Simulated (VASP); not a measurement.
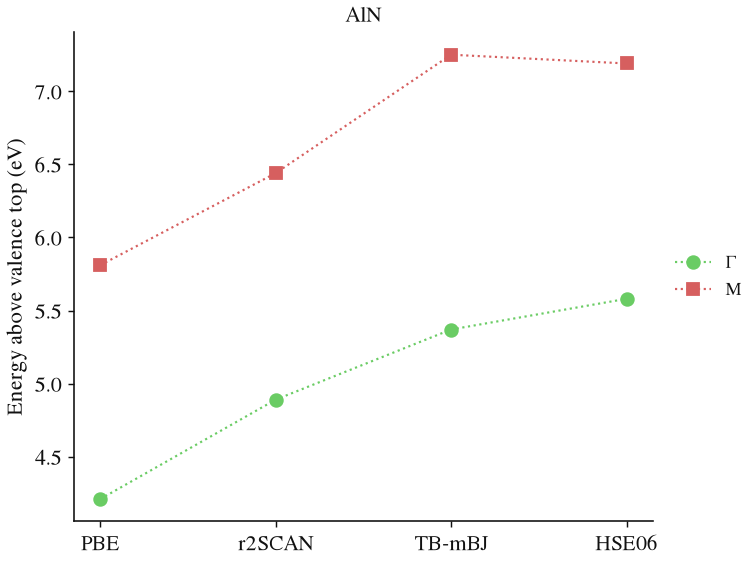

Lowest conduction level at each named k point, counted from the valence-band top at Γ, by several methods on one cell of wurtzite AlN, space group P6_3mc, 4 atoms in the cell; a = 3.110 Å, c = 4.980 Å (hexagonal axes). All runs are without spin-orbit coupling and carry no moments. The cell is at 4 GPa in PBE.

> Does HSE06 shift these levels rigidly from PBE?

The shifts are +1.37 eV at Γ and +1.38 eV at M: a spread of 0.01 eV on a mean of 1.38 eV, so one shift describes them well.

> How do the methods rank at Γ?

From low to high: PBE 4.21, r2SCAN 4.89, TB-mBJ 5.37, HSE06 5.58 eV.

> Do the methods agree on which of these conduction levels is lowest?

Yes: all put it at Γ.

```
method  program  Γ (eV)  M (eV)
   PBE     VASP    4.21    5.81
r2SCAN     VASP    4.89    6.44
TB-mBJ     VASP    5.37    7.25
 HSE06     VASP    5.58    7.19
```

Settings. PBE: VASP PAW PBE potentials, release 64 (Al, N), 8×8×5 k mesh, 520 eV cutoff, Fermi-Dirac smearing of 0.05 eV (VASP 6.6.1). r2SCAN: VASP PAW PBE potentials, release 64 (Al, N), 8×8×5 k mesh, 520 eV cutoff, Fermi-Dirac smearing of 0.05 eV (VASP). TB-mBJ: VASP PAW PBE potentials, release 64 (Al, N), 8×8×5 k mesh, 520 eV cutoff, Fermi-Dirac smearing of 0.05 eV (VASP 6.6.1). HSE06: VASP PAW PBE potentials, release 64 (Al, N), 6×6×4 k mesh, 520 eV cutoff, Fermi-Dirac smearing of 0.05 eV (VASP 6.6.1).

The cell was derived from a database entry in an earlier step, so it needn't be the measured one. r2SCAN, TB-mBJ and HSE06: the PAW data sets were made with another functional. LDA, GGA and most meta-GGA functionals understate gaps. TB-mBJ: this is a model potential built to give gaps, with no total energy.
